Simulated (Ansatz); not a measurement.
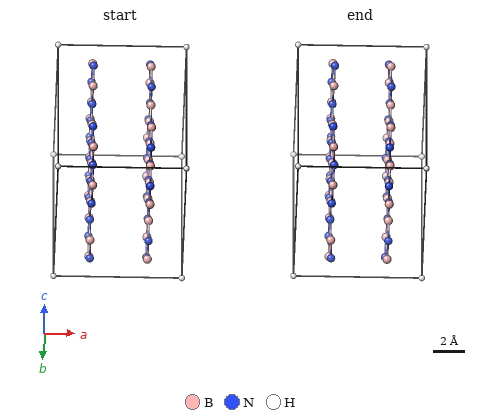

The structure of a defect cell of composition B₂₄HN₂₄ (cell charge −1) before (left) and after (right) a relaxation, at one scale.

Style: ball-and-stick. Shown: the cell of the calculation, from a free direction.

Case: H interstitial, charge -1, atoms relaxed at the host's cell.

Level of theory: Ansatz 0.2.0, DFT PBE, scalar-relativistic, plane waves, PAW. Settings: plane-wave cutoff 420 eV; k-point mesh 3 × 3 × 3; occupations gaussian; smearing width 0.01 eV; no spin polarisation; atoms relaxed in a fixed cell; force threshold 0.025 eV/Å; at most 45 steps.

Question: Describe what moved and what it gained.

Answer: The energy falls by 0.179 eV per cell of the calculation in 3 accepted moves (4 points after the start). The largest force component goes from 0.6 to 0.01 eV/Å. 1 step only repeated the SCF at the same geometry. The largest moves, 0.088 Å, are those of N atoms. Largest moves by element: N 0.088 Å, B 0.047 Å. H stays in place. The lattice vectors keep their values. Among the contacts that change: B–N 1.450 → 1.439 Å, B–N 1.450 → 1.459 Å. The run took 2.7 min on 4 threads of Arm Neoverse N1, with other jobs on the host, peak memory 2.3 GiB.

Limits of the set-up: the periodic images lie only 8.3 Å apart, so the values are limited by the cell's size; the cell is charged, on a uniform background, and energies carry no finite-size correction.
